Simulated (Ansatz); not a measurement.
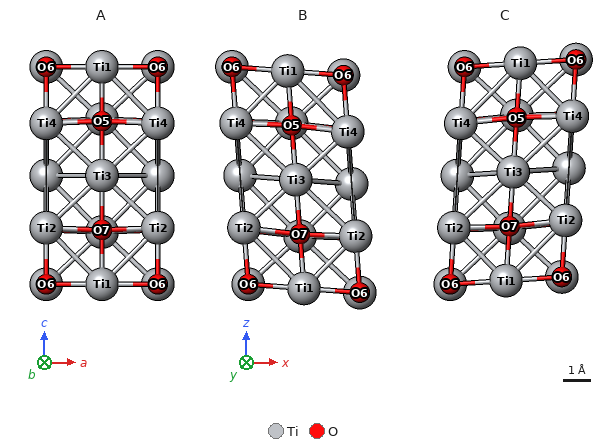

Solid Ti4O3 (I4/mmm): the cell is strained in shear in the xz plane, with the atoms kept at their fractional coordinates. x, y and z are the Cartesian axes of the input. A ball-and-stick model of the conventional cell (2 times the calculation's cell), seen along the b axis. Lengths and directions refer to the drawn axes.

The calculation used Ansatz, DFT PBEsol, scalar-relativistic, plane waves, PAW. (plane-wave cutoff 420 eV; k-point mesh 14 × 14 × 14; occupations gaussian; smearing width 0.15 eV; no spin polarisation). Energies (free energies at the smearing named) are counted from the relaxed crystal.

Order these geometries by energy, lowest first.

Answer. Lowest first: A (the strain 0.00, 0.0 meV/atom), C (the strain 0.1312, 37.3 meV/atom), B (the strain −0.15, 49.7 meV/atom). Over the whole scan: of the computed points the lowest is at the strain 0.00, 0.0 meV/atom. The end points stand at 49.7 meV/atom (−0.15) and 49.7 meV/atom (0.15). The distortion takes the space group from I4/mmm to C2/m. At the strain −0.15 the cell of the drawing goes a 4.212 → 4.224 Å, c 8.208 → 8.231 Å, β 90.0° → 98.6°.
